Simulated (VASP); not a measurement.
SnO2: space group P4_2/mnm (No. 136), a = 4.803 Å, b = 4.803 Å, c = 3.254 Å, α = 90.00°, β = 90.00°, γ = 90.00°. Origin: coordinates from a relaxation with VASP Kohn-Sham DFT of a periodic cell, BLYP with D4, VASP PAW PBE potentials, recommended in VASP 6.6.1. Forms under 0.4 % of the area are left out.

### Which faces does the BFDH rule predict for this crystal?

The forms computed, by share of the surface:

```csv
form,faces,d (Å),share of area (%)
{110},4,3.396,57.1
{101},8,2.694,42.9
```

The crystal is roughly equant (blocky). Widths along a, b and c stand as 1.00 : 1.00 : 1.08.

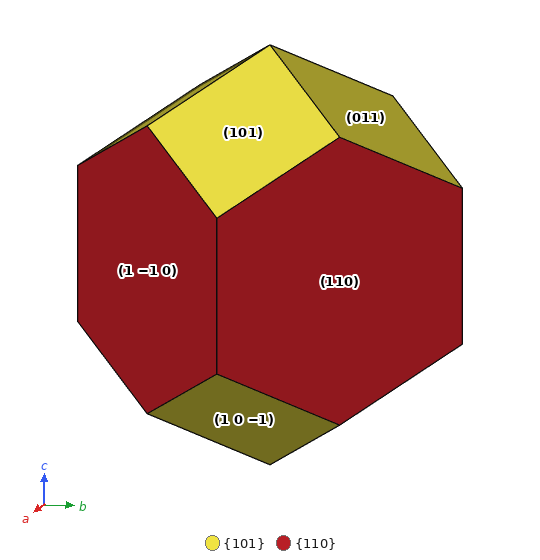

The computed shape, faces indexed. The rule is geometric and ignores bonding and growth conditions.
